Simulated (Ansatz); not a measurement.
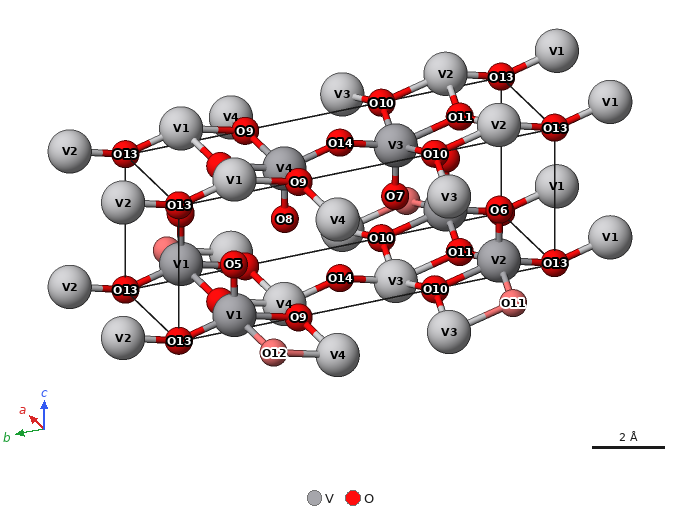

Figure 1. The structure as given in the input (ball-and-stick view of the cell of the calculation, seen at an oblique angle; neighbours outside the cell are drawn fainter; atoms are numbered from 1 in the order of the input).

**Two runs on V2O5**

System: V2O5 (Pmmn, 14 atoms in the cell).
Method of the first run: DFT, HSE06, plane waves, PAW, no spin polarisation (Ansatz 0.2.0).

The structure derives from an entry of the Crystallography Open Database. The geometry comes from this level: r2scan-rvv10. Text and figures count atoms from 1; the logs count them from 0 in places.

**Input, the first run**
```yaml
crystal:
  lattice:
    - [3.5354020663, 0.0, 0.0]
    - [0.0, 11.5636822512, 0.0]
    - [0.0, 0.0, 4.2208222256]
  atoms:
    - { symbol: V, position: [0.0, 0.8518254058, 0.111840496] }
    - { symbol: V, position: [0.0, 0.1481745942, 0.111840496] }
    - { symbol: V, position: [0.5, 0.3518254058, 0.888159504] }
    - { symbol: V, position: [0.5, 0.6481745942, 0.888159504] }
    - { symbol: O, position: [0.0, 0.8531890078, 0.4853818425] }
    - { symbol: O, position: [0.0, 0.1468109922, 0.4853818425] }
    - { symbol: O, position: [0.5, 0.3531890078, 0.5146181575] }
    - { symbol: O, position: [0.5, 0.6468109922, 0.5146181575] }
    - { symbol: O, position: [0.0, 0.6813436149, 0.9961685149] }
    - { symbol: O, position: [0.0, 0.3186563851, 0.9961685149] }
    - { symbol: O, position: [0.5, 0.1813436149, 0.0038314851] }
    - { symbol: O, position: [0.5, 0.8186563851, 0.0038314851] }
    - { symbol: O, position: [0.0, 0.0, 1.0064787798] }
    - { symbol: O, position: [0.5, 0.5, -0.0064787798] }
kpoints:
  mp_grid: { grid: [4, 2, 4] }
  band_path:
    path:
      - [0.0, 0.0, 0.0]
      - [0.5, 0.0, 0.0]
      - [0.5, 0.5, 0.0]
      - [0.0, 0.5, 0.0]
      - [0.0, 0.0, 0.5]
      - [0.5, 0.0, 0.5]
      - [0.5, 0.5, 0.5]
      - [0.0, 0.5, 0.5]
      - [0.45, 0.0, 0.5]
    npoints: 1
hamiltonian:
  xc: hse06
scf:
  occupations: { method: fixed }
  n_extra_bands: 7
output:
  forces: true
  stress: true
  eigenvalues: true
```

Launched with:
```bash
ansatz run input.yaml --threads 8 --pin off --max-ram 20275MiB --backend cpu --events-out ev --progress --plain --runs-dir out
```

Hardware: 8 threads of Arm Neoverse V2, 24 GiB of memory available, shared host.

**Output, shortened to warnings, some set-up lines, iterations and results (the first run)**
```
Warning: output.stress: scf.convergence.dr2_threshold = 1e-7 eV (the SCF's general default) is looser than the 1.4e-9 eV advised for a printed stress (1e-10 eV for each atom of the cell: 14). What an SCF threshold leaves in a stress goes as its square root, and in the free energy as the threshold itself, and one threshold admits the most on a small cell: of the crystals measured, under no hybrid …
Warning: output.stress: scf.exx.energy_threshold = 1e-6 eV is looser than the 1.4e-7 eV advised for a stress under a hybrid functional (1e-8 eV for each atom of the cell: 14). Every SCF of the exchange loop can meet its threshold on dr2 while the loop round them stops early: no threshold on dr2 bounds what that leaves in the stress. Set scf.exx.energy_threshold to 1.4e-7 eV or tighter. The …
Basis set: ecut = 420 eV, 3347 PW (Γ), exchange–correlation on 48×160×60 points (8 copies of the dense FFT grid, shifted against one another)
Symmetry: 8 space group operations
k-points: 18 of 32
Initial density: superposition of atomic densities (neutral atoms: chi_scale 0, normalization atom), corrected by the library's trained network
[...]
SCF iter   1: F=—  HF=-17331.176806 eV  |F-HF|=—  |Δ(HF+E_count)|=         —  Δρ=8.15e-3  dr2=1.26e-1  ethr=1.77e-3  ⟨swp⟩=5.6  Hψ=5025  notcnv=0
SCF iter   2: F=—  HF=-17331.279862 eV  |F-HF|=—  |Δ(HF+E_count)|=   1.03e-1  Δρ=2.22e-2  dr2=9.76e-1  ethr=1.13e-4  ⟨swp⟩=4.4  Hψ=3462  notcnv=0  defer=3
SCF iter   3: F=—  HF=-17331.171008 eV  |F-HF|=—  |Δ(HF+E_count)|=   1.09e-1  Δρ=3.68e-3  dr2=2.18e-2  ethr=1.13e-4  ⟨swp⟩=3.6  Hψ=3061  notcnv=0
SCF iter   4: F=—  HF=-17331.172568 eV  |F-HF|=—  |Δ(HF+E_count)|=   1.56e-3  Δρ=3.00e-3  dr2=1.59e-2  ethr=1.94e-5  ⟨swp⟩=3.0  Hψ=2870  notcnv=0
SCF iter   5: F=-17331.170045 eV  HF=-17331.170054 eV  |F-HF|=9.14e-6  |Δ(HF+E_count)|=   2.51e-3  Δρ=4.11e-4  dr2=1.60e-4  ethr=1.35e-7  ⟨swp⟩=4.0  Hψ=6146  notcnv=0
[... 21 lines ...]
SCF 3 converged in 11 iterations: F = -17322.993355 eV  dr2 = 3.63e-9
SCF iter   1: F=—  HF=-17322.993361 eV  |F-HF|=—  |Δ(HF+E_count)|=         —  Δρ=7.00e-6  dr2=8.62e-8  ethr=1.78e-9  ⟨swp⟩=6.4  Hψ=2970  notcnv=0
SCF iter   2: F=—  HF=-17322.993361 eV  |F-HF|=—  |Δ(HF+E_count)|=   5.59e-8  Δρ=8.29e-6  dr2=1.00e-7  ethr=7.28e-11  ⟨swp⟩=5.8  Hψ=3862  notcnv=0  defer=23
SCF iter   3: F=-17322.993361 eV  HF=-17322.993361 eV  |F-HF|=2.35e-9  |Δ(HF+E_count)|=   7.06e-9  Δρ=2.82e-6  dr2=3.95e-9  ethr=7.28e-11  ⟨swp⟩=5.3  Hψ=2814  notcnv=0  …
SCF 4 converged in 3 iterations: F = -17322.993361 eV  dr2 = 3.95e-9
  Residual-converged pass: ⟨swp⟩=3.0  Hψ=2979  notcnv=0  max |occ|·‖R‖ = 1.3e-6 eV (tolerance 1.4e-6 eV)  dr2=4.21e-9  dr2_onsite=7.86e-10  max |Δocc| = 0.0e0
hybrid outer 3: dexx = +9.534e-8 eV, tail = 9.91e-9 eV, Δε = 3.74e-4 eV (about 5.96e-5 eV left of the loop's levels), ΔF = 2.64e-4 eV/Å (tail 2.99e-4)
the search or the solves at the SCF's close seem to have found levels that the self-consistency loop had missed (the run counts 2). By its estimate they hold under 1e-12 electrons; where the run keeps them, the occupations were computed again with them
NSCF: frozen V_eff on 9 k-points
hybrid SCF converged: 3 outer / 22 inner (+5 warm-up), last move |dexx| = 9.53e-8 eV, tail = 9.91e-9 eV
Stability not checked: this state was not tested for a lower state beside it, because the functional holds exact exchange (a hybrid, or Hartree-Fock), whose exchange loop this test does not read (fock_operator; see scf.lower_state_search)
Free energy (F): -17322.993361 eV
Frozen-core exchange: fock
Harris-Foulkes:  -17322.993361 eV  (|F-HF|=2.35e-9)
Internal energy: -17322.993361 eV  (E = F + TS)
E sigma→0 (E₀):  -17322.993361 eV
Fermi energy:    3.693275 eV
--- Per-component energies (eV) ---
  E_band       = -1645.876389
  E_kinetic    = 3099.705134
  E_local      = -10890.889990  (includes V_loc(G=0)·N_el)
  E_nonlocal   = 249.978961
  E_hartree    = 4426.916155
  E_xc         = -1007.806684
  E_vxc        = -1271.166605  (∫ρ·V_xc dr)
  E_exx        = -376.171363  (= α·E_x^exact, valence–valence)
  E_paw        = -5878.597974  (= ΣΔE_a)
  E_vpaw       = -935.020553  (= ΣTr[D̂ρ^β])
  E_aug_tail   = 0.024744  (compensation charges beyond the density's cutoff)
  E_ewald      = -6945.163062
  E_core_change = -0.989287  (= ΣΔE_core)
  E_smearing   = -0.000000  (= −TS)
  E_closure    = 0.000006  (closes the sum)
  Σ components = -17322.993361   (vs F -17322.993361, Δ=3.64e-12)
--- Forces (eV/Å), atoms counted from 1 ---
  atom   1  V      0.00000000     0.12602061     0.94474990
  atom   2  V      0.00000000    -0.12602061     0.94474990
  atom   3  V      0.00000000     0.12602061    -0.94474990
  atom   4  V      0.00000000    -0.12602061    -0.94474990
  atom   5  O      0.00000000     0.01631078    -1.26675810
  atom   6  O      0.00000000    -0.01631078    -1.26675810
  atom   7  O      0.00000000     0.01631078     1.26675810
  atom   8  O      0.00000000    -0.01631078     1.26675810
  atom   9  O      0.00000000     0.09536599    -0.08075942
  atom  10  O      0.00000000    -0.09536599    -0.08075942
  atom  11  O      0.00000000     0.09536599     0.08075942
  atom  12  O      0.00000000    -0.09536599     0.08075942
  atom  13  O      0.00000000     0.00000000     0.22068898
[...]
```

For the second run the input was changed thus:
```diff
-  xc: hse06
+  xc: pbe0
```

Predict how the results change.

The total energies belong to different methods, so their difference says nothing on which is more stable or more accurate. The gap on the mesh goes from 3.26 to 4.02 eV. The functional changes from HSE06 to PBE0. The SCF takes 25 iterations against 27.

**Output, shortened to warnings, some set-up lines, iterations and results (the second run)**
```
Warning: output.stress: scf.convergence.dr2_threshold = 1e-7 eV (the SCF's general default) is looser than the 1.4e-9 eV advised for a printed stress (1e-10 eV for each atom of the cell: 14). What an SCF threshold leaves in a stress goes as its square root, and in the free energy as the threshold itself, and one threshold admits the most on a small cell: of the crystals measured, under no hybrid …
Warning: output.stress: scf.exx.energy_threshold = 1e-6 eV is looser than the 1.4e-7 eV advised for a stress under a hybrid functional (1e-8 eV for each atom of the cell: 14). Every SCF of the exchange loop can meet its threshold on dr2 while the loop round them stops early: no threshold on dr2 bounds what that leaves in the stress. Set scf.exx.energy_threshold to 1.4e-7 eV or tighter. The …
Basis set: ecut = 420 eV, 3347 PW (Γ), exchange–correlation on 48×160×60 points (8 copies of the dense FFT grid, shifted against one another)
Symmetry: 8 space group operations
k-points: 18 of 32
Initial density: superposition of atomic densities (neutral atoms: chi_scale 0, normalization atom), corrected by the library's trained network
[...]
SCF iter   1: F=—  HF=-17331.174219 eV  |F-HF|=—  |Δ(HF+E_count)|=         —  Δρ=8.15e-3  dr2=1.27e-1  ethr=1.77e-3  ⟨swp⟩=5.6  Hψ=5025  notcnv=0
SCF iter   2: F=—  HF=-17331.277501 eV  |F-HF|=—  |Δ(HF+E_count)|=   1.03e-1  Δρ=2.22e-2  dr2=9.79e-1  ethr=1.13e-4  ⟨swp⟩=4.4  Hψ=3462  notcnv=0  defer=3
SCF iter   3: F=—  HF=-17331.168393 eV  |F-HF|=—  |Δ(HF+E_count)|=   1.09e-1  Δρ=3.68e-3  dr2=2.17e-2  ethr=1.13e-4  ⟨swp⟩=3.6  Hψ=3061  notcnv=0
SCF iter   4: F=—  HF=-17331.169961 eV  |F-HF|=—  |Δ(HF+E_count)|=   1.57e-3  Δρ=3.00e-3  dr2=1.59e-2  ethr=1.94e-5  ⟨swp⟩=3.0  Hψ=2870  notcnv=0
SCF iter   5: F=-17331.167434 eV  HF=-17331.167443 eV  |F-HF|=9.03e-6  |Δ(HF+E_count)|=   2.52e-3  Δρ=4.11e-4  dr2=1.59e-4  ethr=1.35e-7  ⟨swp⟩=4.0  Hψ=6148  notcnv=0
[... 19 lines ...]
SCF iter  10: F=-17324.738043 eV  HF=-17324.738043 eV  |F-HF|=8.44e-9  |Δ(HF+E_count)|=   1.20e-9  Δρ=2.27e-6  dr2=9.40e-9  ethr=4.60e-11  ⟨swp⟩=5.8  Hψ=3262  notcnv=0  …
SCF 3 converged in 10 iterations: F = -17324.738043 eV  dr2 = 9.40e-9
SCF iter   1: F=—  HF=-17324.738054 eV  |F-HF|=—  |Δ(HF+E_count)|=         —  Δρ=7.63e-6  dr2=9.10e-8  ethr=3.16e-9  ⟨swp⟩=6.0  Hψ=2952  notcnv=0
SCF iter   2: F=-17324.738054 eV  HF=-17324.738054 eV  |F-HF|=4.79e-9  |Δ(HF+E_count)|=   5.83e-8  Δρ=3.96e-6  dr2=8.47e-9  ethr=7.51e-11  ⟨swp⟩=5.7  Hψ=3864  notcnv=0  …
SCF 4 converged in 2 iterations: F = -17324.738054 eV  dr2 = 8.47e-9
  Residual-converged pass: ⟨swp⟩=2.9  Hψ=2562  notcnv=0  max |occ|·‖R‖ = 1.7e-6 eV (tolerance 1.7e-6 eV)  dr2=8.54e-9  dr2_onsite=1.58e-9  max |Δocc| = 0.0e0
hybrid outer 3: dexx = +1.259e-7 eV, tail = 2.08e-8 eV, Δε = 4.09e-4 eV (about 8.35e-5 eV left of the loop's levels), ΔF = 2.09e-4 eV/Å (tail 4.33e-4)
the search or the solves at the SCF's close seem to have found levels that the self-consistency loop had missed (the run counts 1). By its estimate they hold under 1e-12 electrons; where the run keeps them, the occupations were computed again with them
NSCF: frozen V_eff on 9 k-points
hybrid SCF converged: 3 outer / 20 inner (+5 warm-up), last move |dexx| = 1.26e-7 eV, tail = 2.08e-8 eV
Stability not checked: this state was not tested for a lower state beside it, because the functional holds exact exchange (a hybrid, or Hartree-Fock), whose exchange loop this test does not read (fock_operator; see scf.lower_state_search)
Free energy (F): -17324.738054 eV
Frozen-core exchange: fock
Harris-Foulkes:  -17324.738054 eV  (|F-HF|=4.79e-9)
Internal energy: -17324.738054 eV  (E = F + TS)
E sigma→0 (E₀):  -17324.738054 eV
Fermi energy:    3.298773 eV
--- Per-component energies (eV) ---
  E_band       = -1693.148772
  E_kinetic    = 3099.408047
  E_local      = -10890.433107  (includes V_loc(G=0)·N_el)
  E_nonlocal   = 250.755203
  E_hartree    = 4425.831517
  E_xc         = -971.031119
  E_vxc        = -1234.599887  (∫ρ·V_xc dr)
  E_exx        = -422.785977  (= α·E_x^exact, valence–valence)
  E_paw        = -5870.378688  (= ΣΔE_a)
  E_vpaw       = -924.397231  (= ΣTr[D̂ρ^β])
  E_aug_tail   = 0.024781  (compensation charges beyond the density's cutoff)
  E_ewald      = -6945.163062
  E_core_change = -0.965648  (= ΣΔE_core)
  E_smearing   = -0.000000  (= −TS)
  E_closure    = -0.000001  (closes the sum)
  Σ components = -17324.738054   (vs F -17324.738054, Δ=0.00e0)
--- Forces (eV/Å), atoms counted from 1 ---
  atom   1  V      0.00000000     0.12784701     0.95906638
  atom   2  V      0.00000000    -0.12784701     0.95906638
  atom   3  V      0.00000000     0.12784701    -0.95906638
  atom   4  V      0.00000000    -0.12784701    -0.95906638
  atom   5  O      0.00000000     0.01326234    -1.27852375
  atom   6  O      0.00000000    -0.01326234    -1.27852375
  atom   7  O      0.00000000     0.01326234     1.27852375
  atom   8  O      0.00000000    -0.01326234     1.27852375
  atom   9  O      0.00000000     0.09717425    -0.08043493
  atom  10  O      0.00000000    -0.09717425    -0.08043493
  atom  11  O      0.00000000     0.09717425     0.08043493
  atom  12  O      0.00000000    -0.09717425     0.08043493
  atom  13  O      0.00000000     0.00000000     0.22052294
[...]
```

**The two runs side by side**

| quantity | the first run | the second run |
| --- | --- | --- |
| outcome | converged | converged |
| free energy per atom (eV) | −1237.3567 | −1237.4813 |
| gap on the mesh (eV) | 3.26 | 4.02 |
| pressure (GPa) | −2.31 | −2.43 |
| largest force (eV/Å) | 1.267 | 1.279 |
| SCF iterations | 27 | 25 |
| irreducible k-points | 18 | 18 |
| plane waves at Γ | 3347 | 3347 |
| wall time (shared host) | 1.7 min | 88 s |

For both runs: Warnings: the exchange loop's threshold is looser than advised for the stress; the SCF threshold is looser than advised for the printed stress.
